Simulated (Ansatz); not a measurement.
**Si₁₆H₂O: geometry relaxation (part 1 of 3)**

Si₁₆H₂O (slab, 19 atoms in the cell), computed with DFT PBE+D3(BJ), scalar-relativistic, plane waves, PAW, no spin polarisation (Ansatz 0.2.0).

The structure derives from an entry of the Crystallography Open Database. The input holds or restrains some coordinates. It belongs to a series of runs on one base structure; here: 1 H2O a cell, tilted, over a bridge Si-Si site.

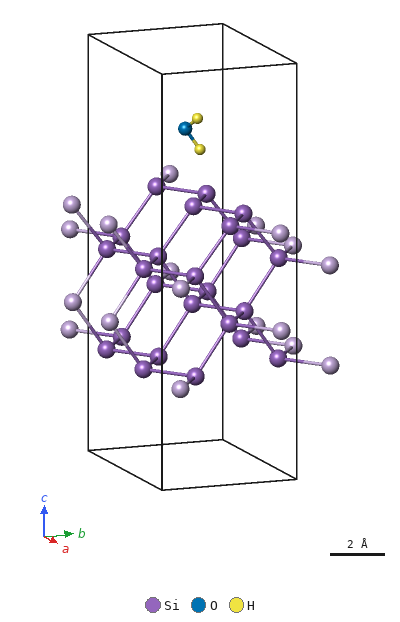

The structure as given in the input (ball-and-stick view of the cell of the calculation, with the vacuum cut short, seen slightly off an axis; neighbours outside the cell are drawn fainter).

### Results in brief

- outcome: converged under the restraints of the input
- electrons treated: 72
- free energy: −10768.3204 eV
- work function, top face: 3.80 eV
- work function, bottom face: 4.90 eV
- Fermi energy: −0.909 eV
- gap on the k-point mesh: 0.04 eV
- final volume: 1043.66 Å³
- work function (upper face): 3.80 eV
- largest force (length of the vector) at the end, held atoms and coordinates included: 0.687 eV/Å
- hardware: 2 threads of Arm Neoverse V1, 24 GiB of memory available, shared host
- wall time: 9.8 min (CPU time 19 min)
- peak memory: 1.1 GiB

### Notes

The electronic state found may not be the lowest one. Notes on the run: the exchange-correlation potential is rough where the density is thin.

### Input file
```yaml
crystal:
  lattice:
    - [7.6671877233, 0.0, 0.0]
    - [0.0, 5.4215204318, 0.0]
    - [0.0, 0.0, 25.1072907925]
  atoms:
    - { symbol: Si, position: [0.25, 0.0, 0.3186325464] }
    - { symbol: Si, position: [0.75, 0.0, 0.3186325464] }
    - { symbol: Si, position: [0.5, 0.25, 0.3186325464] }
    - { symbol: Si, position: [0.0, 0.25, 0.3186325464] }
    - { symbol: Si, position: [0.5, 0.5, 0.3949767823] }
    - { symbol: Si, position: [0.0, 0.5, 0.3949767823] }
    - { symbol: Si, position: [0.75, 0.75, 0.3949767823] }
    - { symbol: Si, position: [0.25, 0.75, 0.3949767823] }
    - { symbol: Si, position: [0.75, 0.0036677553, 0.4718293531] }
    - { symbol: Si, position: [0.25, 0.0036677553, 0.4718293531] }
    - { symbol: Si, position: [0.0, 0.2463322447, 0.4718293531] }
    - { symbol: Si, position: [0.5, 0.2463322447, 0.4718293531] }
    - { symbol: Si, position: [0.0, 0.5080634537, 0.5440639155] }
    - { symbol: Si, position: [0.5, 0.5080634537, 0.5440639155] }
    - { symbol: Si, position: [0.25, 0.7419365463, 0.5440639155] }
    - { symbol: Si, position: [0.75, 0.7419365463, 0.5440639155] }
    - { symbol: O, position: [0.3592370847, 0.5238588285, 0.653820879] }
    - { symbol: H, position: [0.375, 0.625, 0.621332308] }
    - { symbol: H, position: [0.4648609819, 0.556806585, 0.6753763708] }
basis:
  ecutwfc: 420
kpoints:
  mp_grid: { grid: [2, 3, 1] }
hamiltonian:
  xc: pbe
  dispersion: d3bj
scf:
  occupations: { method: gaussian, width: 0.05 }
output:
  forces: true
  eigenvalues: true
  write_density: true
  write_potential: true
  elf: true
  volumetric_format: npy
relax:
  adjacent_minimum: "off"
  f_tol: 0.04
  max_steps: 100
  constraints: [{ sites: [0, 1, 2, 3, 4, 5, 6, 7] }]
efield:
  axis: 3
  dipole_correction: true
  ramp_width: 0.04
```

Run as:
```bash
ansatz run input.yaml --threads 2 --pin off --max-ram 5120MiB --backend cpu --events-out ev --progress --plain --runs-dir out
```

### What the program printed
```
Engine: ansatz 0.2.0, aarch64-unknown-linux-gnu
Pseudopotentials: kind: paw
Pseudopotential: Si, paw, valence charge 4, recommended cutoff 420 eV (normal), Si.paw.azcp
Pseudopotential: O, paw, valence charge 6, recommended cutoff 420 eV (normal), O.paw.azcp
Pseudopotential: H, paw, valence charge 1, recommended cutoff 420 eV (normal), H.paw.azcp
Functional definition: PBE
  parameter kappa = 0.804
  parameter beta = 0.06672455060314922
  exchange = pbe_x(kappa = kappa, mu = beta*pi^2/3)
  correlation = pbe_c(beta = beta)
Crystal: 19 atoms, lattice volume = 1043.655 Å³
Basis set: ecut = 420 eV, 20337 PW (Γ), exchange–correlation on 108×80×360 points (8 copies of the dense FFT grid, shifted against one another)
Bands: 55, of which v1, the nominal top of the filled ones, is band 36 counted from 1 (35 counted from 0)
Symmetry: 1 space group operations
Space group: P1 (ITA 1), of the structure as read, at distance tolerance 1.0e-4 Å
k-points: 4 of 6 (time reversal used)
Non-local potential: Si, projectors of the file, l = 0: 2, l = 1: 2, l = 2: 2
Non-local potential: O, projectors of the file, l = 0: 2, l = 1: 2, l = 2: 1
Non-local potential: H, projectors of the file, l = 0: 2, l = 1: 1
PAW form: soft (Blöchl's): semilocal exchange-correlation on the pseudo side does not see the compensation charge
PAW one-centre angular grid: Si, 110 points (default); XC on 64 Gauss nodes
PAW one-centre angular grid: O, 110 points (default); XC on 64 Gauss nodes
PAW one-centre angular grid: H, 110 points (default); XC on 64 Gauss nodes
Initial density: superposition of atomic densities (neutral atoms: chi_scale 0, normalization atom), corrected by the library's trained network
Initial wavefunctions: pseudopotential atomic-orbital guess
Functional: x = pbe(κ = 0.804, μ = 0.2195149727645171), c = pbe(β = 0.06672455060314922)
SCF iter   1: F=—  HF=-10767.135545 eV  |F-HF|=—  |Δ(HF+E_count)|=         —  Δρ=2.41e-3  dr2=1.62e-1  ethr=1.77e-3  p=-0.059 e·Å  D=-1.02e-2 V/Å  ΔV_dip=0.26 eV  dr2_dipole=2.73e-2  V_vac-E_F(+/−)=5.02/4.76 eV  ⟨swp⟩=8.8  Hψ=1290  notcnv=0  defer=13
efield: sawtooth ramp at fractional position 0.9770 (placed from the atoms, in the widest stretch of the axis that holds none; the zero of the levels goes with the place), width 0.0400; the density the first Hamiltonian is built on has a dipole p = -0.059 e·Å; the dipole correction subtracts the counter field D = -1.02e-2 V/Å, which shifts the + side's vacuum level by +0.26 eV against the − side's; the planar-averaged density in the ramp window peaks in size at 2.5e-6 e/Å³
preconditioner: auto → LDOS  [insulator: Δε(μ)=0.135 eV  Ē_g=7.515 eV  σ=0.050 eV  W_gap=0.94  n_scr=106 (ndim 8)  ℏωp=9.6 eV  f_vac=0.575  D(μ)=2.16/eV (n_scr^D=4)  ε∞_Penn≈2.6  β→1.0]
SCF iter   2: F=—  HF=-10767.112603 eV  |F-HF|=—  |Δ(HF+E_count)|=   2.29e-2  Δρ=1.53e-3  dr2=7.97e-2  ethr=2.24e-4  p=0.017 e·Å  D=2.87e-3 V/Å  ΔV_dip=-0.07 eV  dr2_dipole=1.78e-2  V_vac-E_F(+/−)=4.70/4.78 eV  ⟨swp⟩=3.0  Hψ=425  notcnv=0  defer=47
SCF iter   3: F=—  HF=-10767.106668 eV  |F-HF|=—  |Δ(HF+E_count)|=   5.93e-3  Δρ=4.53e-4  dr2=4.86e-3  ethr=1.11e-4  p=0.011 e·Å  D=1.85e-3 V/Å  ΔV_dip=-0.05 eV  dr2_dipole=9.78e-5  V_vac-E_F(+/−)=4.72/4.77 eV  ⟨swp⟩=2.0  Hψ=309  notcnv=0  defer=47
SCF iter   4: F=—  HF=-10767.106335 eV  |F-HF|=—  |Δ(HF+E_count)|=   3.33e-4  Δρ=1.92e-4  dr2=6.90e-4  ethr=6.75e-6  p=0.011 e·Å  D=1.96e-3 V/Å  ΔV_dip=-0.05 eV  dr2_dipole=1.02e-5  V_vac-E_F(+/−)=4.71/4.76 eV  ⟨swp⟩=2.0  Hψ=351  notcnv=0  defer=47
iter 5 did not close the SCF: its close was put off for the readings that it lacked (scf_convergence_deferred on its scf_iter line)
SCF iter   5: F=-10767.106348 eV  HF=-10767.106334 eV  |F-HF|=1.39e-5  |Δ(HF+E_count)|=   1.40e-6  Δρ=4.10e-5  dr2=2.73e-5  ethr=9.58e-7  p=0.014 e·Å  D=2.47e-3 V/Å  ΔV_dip=-0.06 eV  dr2_dipole=8.80e-7  V_vac-E_F(+/−)=4.70/4.76 eV  ⟨swp⟩=2.0  Hψ=315  notcnv=0  defer=47
SCF iter   6: F=-10767.106355 eV  HF=-10767.106357 eV  |F-HF|=1.19e-6  |Δ(HF+E_count)|=   2.26e-5  Δρ=2.16e-5  dr2=5.89e-6  ethr=3.80e-8  p=0.014 e·Å  D=2.44e-3 V/Å  ΔV_dip=-0.06 eV  dr2_dipole=6.32e-8  V_vac-E_F(+/−)=4.70/4.76 eV  ⟨swp⟩=25.5  Hψ=2756  notcnv=0
SCF 1 converged in 6 iterations: F = -10767.106355 eV  dr2 = 5.89e-6
  greatest PAW one-centre occupation: 0.871 electrons in one spin orbital (limit 2), on the O atom at site 16 (counted from 0), in its partial waves of l = 0
relax step   1: F+E_penalty+E_count = -10767.10635548 eV  Δ(F+E_penalty+E_count) = +0.000e0 eV  max|allowed force component| = 7.322e-1 eV/Å  Δτ_max = 0.0000 Å  (6 SCF iters, dr2 threshold 4.00e-5 eV, accepted)
Initial density: handed on by an earlier stage of this run
Initial wavefunctions: those handed on with the density
iter 1 solved again at ethr=3.61e-4 eV; its pass at ethr=3.10e-3 eV (dr2=2.60e-1 eV) is discarded
SCF iter   1: F=—  HF=-10767.278223 eV  |F-HF|=—  |Δ(HF+E_count)|=         —  Δρ=7.37e-3  dr2=2.65e-1  ethr=3.61e-4  p=0.014 e·Å  D=2.44e-3 V/Å  ΔV_dip=-0.06 eV  dr2_dipole=8.34e-4  V_vac-E_F(+/−)=4.71/4.77 eV  ⟨swp⟩=1.5  Hψ=926  notcnv=0  defer=44
efield: sawtooth ramp at fractional position 0.9770 (handed on by an earlier solve), width 0.0400; the density the first Hamiltonian is built on has a dipole p = 0.014 e·Å; the dipole correction subtracts the counter field D = 2.44e-3 V/Å, which shifts the + side's vacuum level by -0.06 eV against the − side's; the planar-averaged density in the ramp window peaks in size at 4.8e-7 e/Å³
preconditioner: auto → LDOS  [insulator: Δε(μ)=0.097 eV  Ē_g=7.533 eV  σ=0.050 eV  W_gap=0.82  n_scr=106 (ndim 8)  ℏωp=9.6 eV  f_vac=0.573  D(μ)=4.55/eV (n_scr^D=12)  ε∞_Penn≈2.6  β→1.0]
SCF iter   2: F=—  HF=-10767.262235 eV  |F-HF|=—  |Δ(HF+E_count)|=   1.60e-2  Δρ=2.90e-3  dr2=1.17e-1  ethr=3.61e-4  p=-0.018 e·Å  D=-3.18e-3 V/Å  ΔV_dip=0.08 eV  dr2_dipole=3.49e-3  V_vac-E_F(+/−)=4.85/4.77 eV  ⟨swp⟩=3.0  Hψ=372  notcnv=0  defer=44
SCF iter   3: F=—  HF=-10767.225830 eV  |F-HF|=—  |Δ(HF+E_count)|=   3.64e-2  Δρ=4.82e-4  dr2=1.84e-3  ethr=1.62e-4  p=0.007 e·Å  D=1.24e-3 V/Å  ΔV_dip=-0.03 eV  dr2_dipole=9.99e-6  V_vac-E_F(+/−)=4.74/4.77 eV  ⟨swp⟩=3.0  Hψ=423  notcnv=0  defer=43
SCF iter   4: F=—  HF=-10767.225843 eV  |F-HF|=—  |Δ(HF+E_count)|=   1.29e-5  Δρ=2.08e-4  dr2=4.18e-4  ethr=2.56e-6  p=0.011 e·Å  D=1.98e-3 V/Å  ΔV_dip=-0.05 eV  dr2_dipole=7.41e-6  V_vac-E_F(+/−)=4.72/4.77 eV  ⟨swp⟩=2.2  Hψ=322  notcnv=0  defer=43
SCF iter   5: F=-10767.225763 eV  HF=-10767.225759 eV  |F-HF|=3.94e-6  |Δ(HF+E_count)|=   8.44e-5  Δρ=3.01e-5  dr2=1.09e-5  ethr=4.65e-8  p=0.010 e·Å  D=1.67e-3 V/Å  ΔV_dip=-0.04 eV  dr2_dipole=4.80e-7  V_vac-E_F(+/−)=4.72/4.77 eV  ⟨swp⟩=24.8  Hψ=2613  notcnv=0
SCF 2 converged in 5 iterations: F = -10767.225763 eV  dr2 = 1.09e-5
  greatest PAW one-centre occupation: 0.870 electrons in one spin orbital (limit 2), on the O atom at site 16 (counted from 0), in its partial waves of l = 0
relax step   2: F+E_penalty+E_count = -10767.22576291 eV  Δ(F+E_penalty+E_count) = -1.194e-1 eV  max|allowed force component| = 9.404e-1 eV/Å  Δτ_max = 0.1948 Å  (5 SCF iters, dr2 threshold 3.35e-5 eV, accepted)
[... from here on the SCF iterations and repeated set-up lines of each step are left out, up to the last step ...]
SCF 3 converged in 6 iterations: F = -10767.356032 eV  dr2 = 1.84e-5
relax step   3: F+E_penalty+E_count = -10767.35603184 eV  Δ(F+E_penalty+E_count) = -1.303e-1 eV  max|allowed force component| = 5.144e-1 eV/Å  Δτ_max = 0.2000 Å  (6 SCF iters, dr2 threshold 5.53e-5 eV, accepted)
SCF 4 converged in 6 iterations: F = -10767.453631 eV  dr2 = 4.74e-5
relax step   4: F+E_penalty+E_count = -10767.45363120 eV  Δ(F+E_penalty+E_count) = -9.760e-2 eV  max|allowed force component| = 2.738e0 eV/Å  Δτ_max = 0.1994 Å  (6 SCF iters, dr2 threshold 7.92e-5 eV, accepted)
SCF 5 converged in 6 iterations: F = -10767.638653 eV  dr2 = 5.36e-5
relax step   5: F+E_penalty+E_count = -10767.63865288 eV  Δ(F+E_penalty+E_count) = -1.850e-1 eV  max|allowed force component| = 1.386e0 eV/Å  Δτ_max = 0.1948 Å  (6 SCF iters, dr2 threshold 1.00e-4 eV, accepted)
SCF 6 converged in 5 iterations: F = -10767.701156 eV  dr2 = 3.78e-5
relax step   6: F+E_penalty+E_count = -10767.70115592 eV  Δ(F+E_penalty+E_count) = -6.250e-2 eV  max|allowed force component| = 4.101e-1 eV/Å  Δτ_max = 0.2000 Å  (5 SCF iters, dr2 threshold 1.00e-4 eV, accepted)
SCF 7 converged in 6 iterations: F = -10767.709889 eV  dr2 = 1.08e-5
relax step   7: F+E_penalty+E_count = -10767.70988900 eV  Δ(F+E_penalty+E_count) = -8.733e-3 eV  max|allowed force component| = 4.512e-1 eV/Å  Δτ_max = 0.1453 Å  (6 SCF iters, dr2 threshold 1.47e-5 eV, accepted)
SCF 8 converged in 6 iterations: F = -10767.739878 eV  dr2 = 1.55e-5
relax step   8: F+E_penalty+E_count = -10767.73987805 eV  Δ(F+E_penalty+E_count) = -2.999e-2 eV  max|allowed force component| = 1.002e-1 eV/Å  Δτ_max = 0.2000 Å  (6 SCF iters, dr2 threshold 1.78e-5 eV, accepted)
SCF 9 converged in 8 iterations: F = -10767.759411 eV  dr2 = 4.59e-8
relax step   9: F+E_penalty+E_count = -10767.75941092 eV  Δ(F+E_penalty+E_count) = -1.953e-2 eV  max|allowed force component| = 1.801e-1 eV/Å  Δτ_max = 0.1936 Å  (8 SCF iters, accepted)
SCF 10 converged in 7 iterations: F = -10767.780601 eV  dr2 = 5.89e-7
relax step  10: F+E_penalty+E_count = -10767.78060126 eV  Δ(F+E_penalty+E_count) = -2.119e-2 eV  max|allowed force component| = 4.254e-1 eV/Å  Δτ_max = 0.1950 Å  (7 SCF iters, dr2 threshold 2.03e-6 eV, accepted)
SCF 11 converged in 5 iterations: F = -10767.816052 eV  dr2 = 3.77e-5
relax step  11: F+E_penalty+E_count = -10767.81605233 eV  Δ(F+E_penalty+E_count) = -3.545e-2 eV  max|allowed force component| = 3.436e-1 eV/Å  Δτ_max = 0.1951 Å  (5 SCF iters, dr2 threshold 1.00e-4 eV, accepted)
SCF 12 converged in 6 iterations: F = -10767.862567 eV  dr2 = 1.87e-5
relax step  12: F+E_penalty+E_count = -10767.86256695 eV  Δ(F+E_penalty+E_count) = -4.651e-2 eV  max|allowed force component| = 3.971e-1 eV/Å  Δτ_max = 0.1980 Å  (6 SCF iters, dr2 threshold 7.70e-5 eV, accepted)
SCF 13 converged in 6 iterations: F = -10767.906507 eV  dr2 = 2.52e-5
relax step  13: F+E_penalty+E_count = -10767.90650660 eV  Δ(F+E_penalty+E_count) = -4.394e-2 eV  max|allowed force component| = 2.279e-1 eV/Å  Δτ_max = 0.1951 Å  (6 SCF iters, dr2 threshold 1.00e-4 eV, accepted)
SCF 14 converged in 7 iterations: F = -10767.937788 eV  dr2 = 5.92e-6
relax step  14: F+E_penalty+E_count = -10767.93778776 eV  Δ(F+E_penalty+E_count) = -3.128e-2 eV  max|allowed force component| = 2.581e-1 eV/Å  Δτ_max = 0.1980 Å  (7 SCF iters, dr2 threshold 1.71e-5 eV, accepted)
SCF 15 converged in 6 iterations: F = -10767.959243 eV  dr2 = 1.18e-5
relax step  15: F+E_penalty+E_count = -10767.95924270 eV  Δ(F+E_penalty+E_count) = -2.145e-2 eV  max|allowed force component| = 2.154e-1 eV/Å  Δτ_max = 0.1959 Å  (6 SCF iters, dr2 threshold 2.19e-5 eV, accepted)
SCF 16 converged in 6 iterations: F = -10767.970378 eV  dr2 = 9.33e-6
relax step  16: F+E_penalty+E_count = -10767.97037821 eV  Δ(F+E_penalty+E_count) = -1.114e-2 eV  max|allowed force component| = 2.197e-1 eV/Å  Δτ_max = 0.1957 Å  (6 SCF iters, dr2 threshold 3.23e-5 eV, accepted)
SCF 17 converged in 5 iterations: F = -10767.977520 eV  dr2 = 5.29e-6
relax step  17: F+E_penalty+E_count = -10767.97752046 eV  Δ(F+E_penalty+E_count) = -7.142e-3 eV  max|allowed force component| = 1.887e-1 eV/Å  Δτ_max = 0.0845 Å  (5 SCF iters, dr2 threshold 3.36e-5 eV, accepted)
SCF 18 converged in 7 iterations: F = -10767.986535 eV  dr2 = 1.22e-5
relax step  18: F+E_penalty+E_count = -10767.98653515 eV  Δ(F+E_penalty+E_count) = -9.015e-3 eV  max|allowed force component| = 6.810e-1 eV/Å  Δτ_max = 0.1967 Å  (7 SCF iters, dr2 threshold 2.63e-5 eV, accepted)
SCF 19 converged in 4 iterations: F = -10767.993598 eV  dr2 = 1.50e-5
relax step  19: F+E_penalty+E_count = -10767.99359780 eV  Δ(F+E_penalty+E_count) = -7.063e-3 eV  max|allowed force component| = 2.168e-1 eV/Å  Δτ_max = 0.0324 Å  (4 SCF iters, dr2 threshold 1.00e-4 eV, accepted)
SCF 20 converged in 5 iterations: F = -10767.997390 eV  dr2 = 1.57e-6
```
